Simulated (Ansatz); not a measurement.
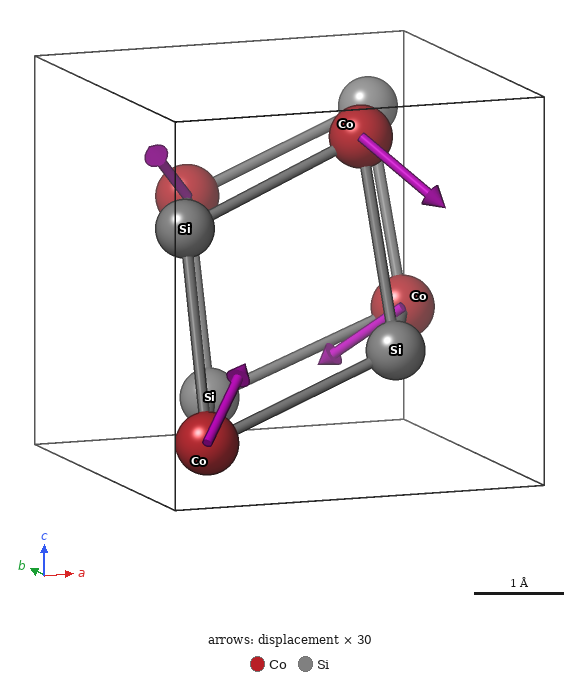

This is a relaxation of a crystal of CoSi (set up in P2_13). The starting structure is drawn; purple arrows show the displacements (the part carried along by the change of the cell is left out), magnified 30 times.

A ball-and-stick model of the cell of the calculation, seen slightly off an axis.

Level of theory: Ansatz 0.2.0, DFT PBEsol, scalar-relativistic, plane waves, PAW. Set-up: plane-wave cutoff 420 eV; k-point mesh 8 × 8 × 8; occupations gaussian; smearing width 0.1 eV; no spin polarisation; cell and atoms relaxed; force threshold 0.005 eV/Å; at most 80 steps.

> Atoms of which element are displaced furthest, and by how much?

Cobalt: up to 0.043 Å, against 0.002 Å for silicon.

> Describe the change and its energy.

The largest moves relative to the cell, 0.043 Å, are those of Co atoms. By element the largest moves are Co 0.043 Å, Si 0.002 Å. Cell: a = b = c 4.438 → 4.386 Å (−1.2 %). Volume −3.5 %. Among the contacts that change: Co–Si 2.466 → 2.404 Å, Co–Si 2.283 → 2.297 Å, Co–Si 2.326 → 2.314 Å. The space group stays P2_13 (No. 198). Over 4 accepted moves (5 points after the start) the energy falls by 11.6 meV per atom. The largest force component goes from 0.13 to 0.0025 eV/Å. The pressure goes from −7.19 to −0.03 GPa. At 1 point the geometry stayed and the basis and grid were re-selected for the new cell (energy shift of 0.2 meV per atom at most each time).

Limits of the set-up: an element that often carries a moment was run without spin polarisation.
